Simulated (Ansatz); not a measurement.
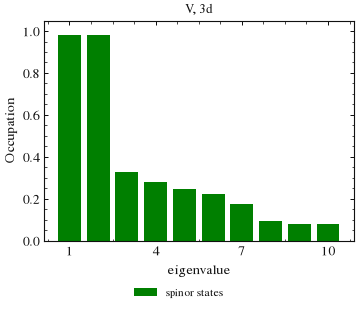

Eigenvalues of the local occupation matrix of the d shell (Löwdin-orthogonalised atomic projectors).

System: VN, space group Fm-3m (No. 225), 4 atoms in the cell, VN type.

```yaml
crystal:
  lattice:
    - [0.00000, 2.06400, 2.06400]
    - [4.12800, 2.06400, 2.06400]
    - [4.12800, 4.12800, 0.00000]
  atoms:
    - { symbol: V, position: [0.00000, 0.00000, 0.00000] }
    - { symbol: N, position: [0.50000, 0.50000, 0.00000] }
    - { symbol: V, position: [0.00000, 0.00000, 0.50000] }
    - { symbol: N, position: [0.50000, 0.50000, 0.50000] }
```

Ansatz 0.2.0; DFT LDA+U, non-collinear, scalar-relativistic, plane waves, PAW, Ueff = 7 eV on V atom 1 d; Ueff = 7 eV on V atom 3 d, 8×8×8 k mesh, 420 eV cutoff.

### How many states of the shell are filled, counting eigenvalues over 0.6?

Counting eigenvalues over 0.6 as filled, V has 2 filled d states (d²); the eigenvalues sum to 3.5. The small eigenvalues come from mixing with neighbours' orbitals.

The run is magnetic, with a net spin moment of 2.6 μB a cell, so time reversal doesn't pair the spinor levels. Start of the run: canted directions held. Such runs often end in metastable states, so this need not be the lowest one. Moments were held by a constraint, so this isn't a free state. The cell is at 27 GPa in this functional.
